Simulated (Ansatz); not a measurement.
# W2Si: geometry relaxation (part 2 of 2)

The same run, continued: W2Si (I4/mcm, 6 atoms in the cell); DFT PBE, scalar-relativistic, plane waves, PAW, no spin polarisation (Ansatz 0.2.0); cutoff 420 eV, 10×10×10 k-mesh, Gaussian smearing of 0.1 eV. The structure was made by swapping elements on the sites of another compound; it need not be a known phase. It belongs to a series of runs on one base structure; here: Ta -> W on all its sites, cell and atoms relaxed.

Geometry of the input (Å; fractional positions):
```
-3.0207  3.0207  2.4792
3.0207  -3.0207  2.4792
3.0207  3.0207  -2.4792
W  0.6633  0.8367  0.5000
W  0.8367  0.3367  0.1734
W  0.3367  0.1633  0.5000
W  0.1633  0.6633  0.8266
Si 0.2500  0.2500  0.0000
Si 0.7500  0.7500  0.0000
```

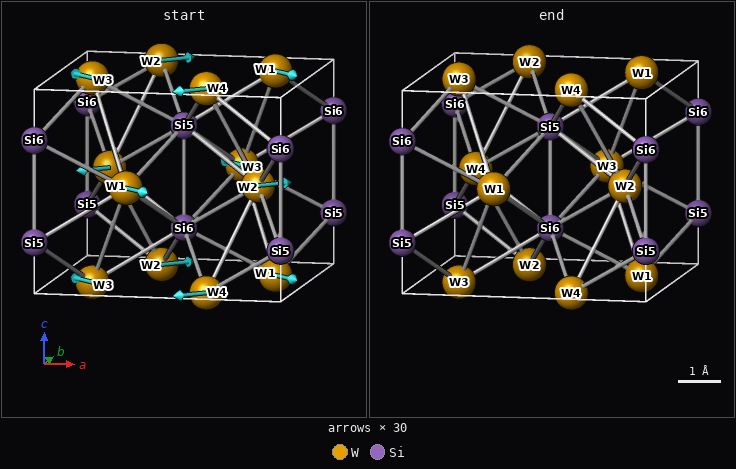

*Before (left) and after (right) the relaxation, at one scale (ball-and-stick view of the cell 2 times as large as that of the calculation, set on its symmetry axes, seen slightly off an axis). The teal arrows give the displacements (without the part carried along by the change of the cell), magnified 30 times.*

Over 3 geometry steps the energy falls by 95.1 meV per cell of the calculation. Largest force component: 0.33 eV/Å at the start, 0.0087 eV/Å at the end. The pressure goes from −7.11 to −0.02 GPa. The line search rejected the trial step at point 1 (counted from 0) and went back. The largest moves relative to the cell, 0.033 Å, are those of W1, W2, W3 and W4. Si stays in place. The drawn cell changes as follows: a = b 6.042 → 5.977 Å (−1.1 %), c 4.958 → 4.928 Å (−0.6 %); the volume changes by −2.7 %. Among the contacts that change: W1–W3 2.791 → 2.695 Å, Si5–Si6 2.479 → 2.464 Å, W1–Si5 2.578 → 2.563 Å. The space group stays I4/mcm (No. 140). A last SCF at the same geometry on a re-selected plane-wave basis shifts the energy by +0.9 meV per cell of the calculation. (Atoms are counted from 1 in the order of the input.)

```
basis re-selected at this cell: Δ(F+E_penalty+E_count) = +8.986e-4 eV, ΔP = -0.002 GPa vs the last step (what re-selecting the basis moved, of the pressure what is left beyond the Pulay correction that the steps carried, after the strain that the cell walked since its last selection, with what the two solves' SCF thresholds leave and, on support functions, any second-order correction that the steps lacked; it is no measure of the basis error at this ecutwfc). This SCF's stress stands 6.07e-2 GPa from its target on what of the cell is left free (relax.cell.stress_tol is 1.00e-1 GPa) and its largest allowed force component is 8.70e-3 eV/Å (relax.f_tol is 1.00e-2 eV/Å): within both
SCF converged after 8 iterations
Free energy (F): -42811.755862 eV
Harris-Foulkes:  -42811.755862 eV  (|F-HF|=1.46e-11)
Internal energy: -42811.739499 eV  (E = F + TS)
E sigma→0 (E₀):  -42811.747680 eV
Entropy (-TS):   -0.016364 eV (-2.727 meV/atom)
Fermi energy:    19.804181 eV
--- Per-component energies (eV) ---
  E_band       = -376.179443
  E_kinetic    = 1893.431155
  E_local      = -2924.822847  (includes V_loc(G=0)·N_el)
  E_nonlocal   = 52.716422
  E_hartree    = 1082.143149
  E_xc         = -1183.244687
  E_vxc        = -1055.561077  (∫ρ·V_xc dr)
  E_paw        = -35276.308583  (= ΣΔE_a)
  E_vpaw       = -506.229152  (= ΣTr[D̂ρ^β])
  E_aug_tail   = -0.000242  (compensation charges beyond the density's cutoff)
  E_ewald      = -6455.653865
  E_smearing   = -0.016364  (= −TS)
  E_closure    = 0.000000  (closes the sum)
  Σ components = -42811.755862   (vs F -42811.755862, Δ=0.00e0)
--- Forces (eV/Å), atoms counted from 1 ---
  atom   1  W      0.00869933    -0.00869933     0.00000000
  atom   2  W      0.00869933     0.00869933     0.00000000
  atom   3  W     -0.00869933     0.00869933     0.00000000
  atom   4  W     -0.00869933    -0.00869933     0.00000000
  atom   5  Si     0.00000000     0.00000000     0.00000000
  atom   6  Si     0.00000000     0.00000000     0.00000000
  max |Σ_I F_I| component: 3.12e-17 eV/Å
--- Stress (GPa, compression-positive) ---
       -0.000641       0.000000       0.000000
        0.000000      -0.000641       0.000000
        0.000000       0.000000      -0.060653
  P = ⅓ Tr σ = -0.0206 GPa (-0.206 kbar)
--- Band table (eV; the first three rows and the last of 102) ---
  k-point 0: bands = ["-54.2288", "-54.1903", "-54.1455", "-54.1455", "-18.6719", "-18.6719", "-18.6627", "-18.6037", "-18.6037", "-18.5958", "-18.5756", "-18.4873", "-18.4235", "-18.1582", "-18.0006", "-18.0006", "6.9411", "11.7123", "14.2187", "14.2972", "14.6976", "14.6976", "16.3196", "16.3512", "16.3512", "16.3522", "16.3522", "16.7993", "18.8975", "19.2596", "19.4681", "19.9297", "19.9297", "20.4283", "20.4283", "20.5402", "22.8928", "22.9224", "24.4661"]
  k-point 1: bands = ["-54.2274", "-54.1901", "-54.1470", "-54.1455", "-18.6968", "-18.6726", "-18.6420", "-18.6196", "-18.6039", "-18.5799", "-18.5687", "-18.4929", "-18.4045", "-18.1610", "-18.0138", "-18.0011", "7.0317", "11.7700", "13.8026", "13.9521", "14.9851", "15.1630", "16.0756", "16.2517", "16.2680", "16.3315", "16.4907", "16.8358", "18.9474", "19.0275", "19.4318", "19.6588", "19.7994", "20.4812", "20.8039", "20.8785", "22.9188", "23.1078", "24.2274"]
  k-point 2: bands = ["-54.2236", "-54.1894", "-54.1515", "-54.1455", "-18.7112", "-18.6710", "-18.6521", "-18.6330", "-18.6044", "-18.5554", "-18.5438", "-18.5060", "-18.3627", "-18.1694", "-18.0484", "-18.0025", "7.2881", "11.9329", "13.1529", "13.5916", "15.2429", "15.3809", "16.0267", "16.1865", "16.2531", "16.2729", "16.6176", "16.6856", "18.8552", "19.0609", "19.2750", "19.3225", "19.4603", "20.7796", "21.1814", "21.6239", "22.9936", "23.0719", "23.8525"]
  k-point 101: bands = ["-54.1831", "-54.1781", "-54.1744", "-54.1744", "-18.8310", "-18.7640", "-18.6589", "-18.5961", "-18.5961", "-18.4854", "-18.4367", "-18.3847", "-18.2347", "-18.2347", "-18.1251", "-18.1251", "9.1844", "11.8030", "12.7067", "12.7067", "13.5754", "15.3446", "15.3446", "15.6254", "16.6520", "17.2634", "17.5915", "17.6927", "17.8346", "17.8346", "18.6625", "18.7771", "19.4421", "19.4421", "21.4067", "21.9811", "22.3153", "22.3153", "22.5646"]
--- Relaxed structure (4 steps of the walk, 3 accepted, 1 SCFs on fresh bases) ---
  F+E_penalty+E_count = -42811.75586211 eV   max|allowed force component| = 8.699e-3 eV/Å   (the final SCF, on the basis selected at the relaxed cell)
  cell:  # Å, volume = 88.0072 Å³
    - [-2.9882786740554126, 2.9882786740554126, 2.4638601624387295]
    - [2.9882786740554126, -2.9882786740554126, 2.4638601624387295]
    - [2.9882786740554126, 2.9882786740554126, -2.4638601624387295]
  atoms:
    - { symbol: W, position: [0.6594110629442039, 0.840588937055796, 0.5] }
    - { symbol: W, position: [0.840588937055796, 0.3405889370557958, 0.18117787411159192] }
    - { symbol: W, position: [0.34058893705579596, 0.15941106294420404, 0.5] }
    - { symbol: W, position: [0.15941106294420404, 0.6594110629442042, 0.8188221258884082] }
    - { symbol: Si, position: [0.24999999999999997, 0.24999999999999997, -2.153509389251246e-19] }
    - { symbol: Si, position: [0.75, 0.75, -2.1535093892512465e-19] }
```

Trajectory as extended XYZ (Å, eV, eV/Å), 5 frames, from step=1 to step=5
```
6
Lattice="-3.0208 3.0208 2.4792 3.0208 -3.0208 2.4792 3.0208 3.0208 -2.4792" Properties=species:S:1:pos:R:3:forces:R:3 step=1 energy=-42811.66164 pressure_GPa=-7.11
W     2.0341    0.9867    2.4792    0.3347  -0.3347   0.0000
W    -0.9867    2.0341    2.4792    0.3347   0.3347   0.0000
W     0.9867    2.0341    0.0000   -0.3347   0.3347   0.0000
W     4.0074    0.9867    0.0000   -0.3347  -0.3347   0.0000
Si    0.0000    0.0000    1.2396    0.0000   0.0000   0.0000
Si    0.0000    0.0000    3.7188    0.0000   0.0000   0.0000
6
Lattice="-2.9208 2.9208 2.4487 2.9208 -2.9208 2.4487 2.9208 2.9208 -2.4487" Properties=species:S:1:pos:R:3:forces:R:3 step=2 energy=-42811.25648 pressure_GPa=18.38 accepted=F
W     2.0398    0.8810    2.4487   -1.2910   1.2910   0.0000
W    -0.8810    2.0398    2.4487   -1.2910  -1.2910   0.0000
W     0.8810    2.0398    0.0000    1.2910  -1.2910   0.0000
W     3.8018    0.8810    0.0000    1.2910   1.2910   0.0000
Si    0.0000    0.0000    1.2244    0.0000   0.0000   0.0000
Si    0.0000    0.0000    3.6731    0.0000   0.0000   0.0000
6
Lattice="-2.9952 2.9952 2.4673 2.9952 -2.9952 2.4673 2.9952 2.9952 -2.4673" Properties=species:S:1:pos:R:3:forces:R:3 step=3 energy=-42811.75074 pressure_GPa=-1.68
W     2.0341    0.9611    2.4673    0.1046  -0.1046   0.0000
W    -0.9611    2.0341    2.4673    0.1046   0.1046   0.0000
W     0.9611    2.0341    0.0000   -0.1046   0.1046   0.0000
W     3.9563    0.9611    0.0000   -0.1046  -0.1046   0.0000
Si    0.0000    0.0000    1.2337    0.0000   0.0000   0.0000
Si    0.0000    0.0000    3.7010    0.0000   0.0000   0.0000
6
Lattice="-2.9883 2.9883 2.4639 2.9883 -2.9883 2.4639 2.9883 2.9883 -2.4639" Properties=species:S:1:pos:R:3:forces:R:3 step=4 energy=-42811.75676 pressure_GPa=-0.02
W     2.0355    0.9527    2.4639    0.0087  -0.0087   0.0000
W    -0.9527    2.0355    2.4639    0.0087   0.0087   0.0000
W     0.9527    2.0355    0.0000   -0.0087   0.0087   0.0000
W     3.9410    0.9527    0.0000   -0.0087  -0.0087   0.0000
Si    0.0000    0.0000    1.2319    0.0000   0.0000   0.0000
Si    0.0000    0.0000    3.6958    0.0000   0.0000   0.0000
6
Lattice="-2.9883 2.9883 2.4639 2.9883 -2.9883 2.4639 2.9883 2.9883 -2.4639" Properties=species:S:1:pos:R:3:forces:R:3 step=5 energy=-42811.75586 pressure_GPa=-0.02
W     2.0355    0.9527    2.4639    0.0087  -0.0087   0.0000
W    -0.9527    2.0355    2.4639    0.0087   0.0087   0.0000
W     0.9527    2.0355    0.0000   -0.0087   0.0087   0.0000
W     3.9410    0.9527    0.0000   -0.0087  -0.0087   0.0000
Si    0.0000    0.0000    1.2319    0.0000   0.0000   0.0000
Si    0.0000    0.0000    3.6958    0.0000   0.0000   0.0000
```

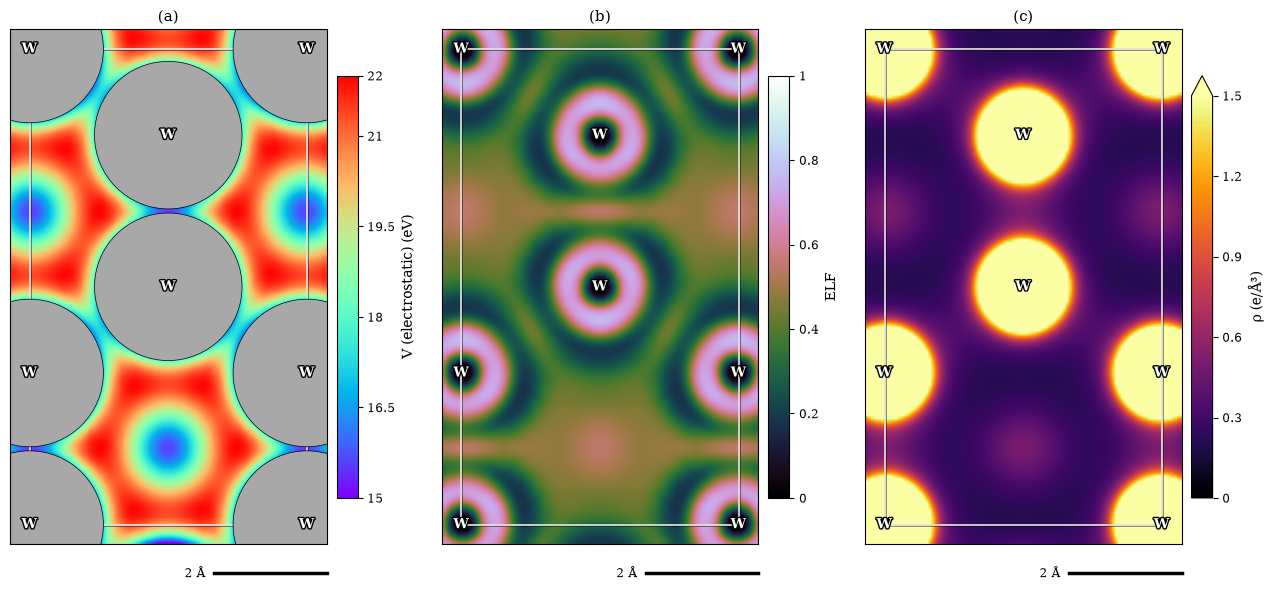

*(a) electrostatic potential energy of an electron; (b) electron localisation function; (c) valence electron density on the (110) plane of the conventional cell. Grey discs, where drawn, cover atomic cores.*

The section cuts through W sites. W–W (2.69 Å): the density is about 0.51 e/Å³ at the midpoint; the ELF is about 0.55 at the midpoint; no localised pair between them. W–W (2.90 Å): ρ is about 0.35 e/Å³ halfway; the ELF is about 0.45 at the midpoint; no localised pair between them. Away from the nuclei the density in this plane falls to 0.21 e/Å³ at its lowest. The strong features right at W lie inside the PAW spheres (semicore, d or f shells) and say nothing about bonding. Outside the cores the potential energy rises away from the atoms and is highest about 1.8 Å from the nearest atoms; outside the discs it spans about 6 eV, and its zero is arbitrary. Core electrons are frozen (PAW), so the fields are smoothed inside the atomic spheres.

Results in brief

- outcome: converged
- space group (tolerance 0.01 Å): I4/mcm (140)
- electrons treated: 64
- free energy: −42811.7559 eV
- Fermi energy: 19.804 eV
- gap on the k-point mesh: none (metallic)
- pressure: −0.02 GPa
- final volume: 88.01 Å³
- largest force (length of the vector) at the end: 0.012 eV/Å
- final cell: a = 4.892 Å, b = 4.892 Å, c = 4.892 Å, α = 104.70°, β = 104.70°, γ = 119.51°
- wall time: 70 s
- peak memory: 0.62 GiB

Notes

Spin–orbit coupling is left out, which matters for W.
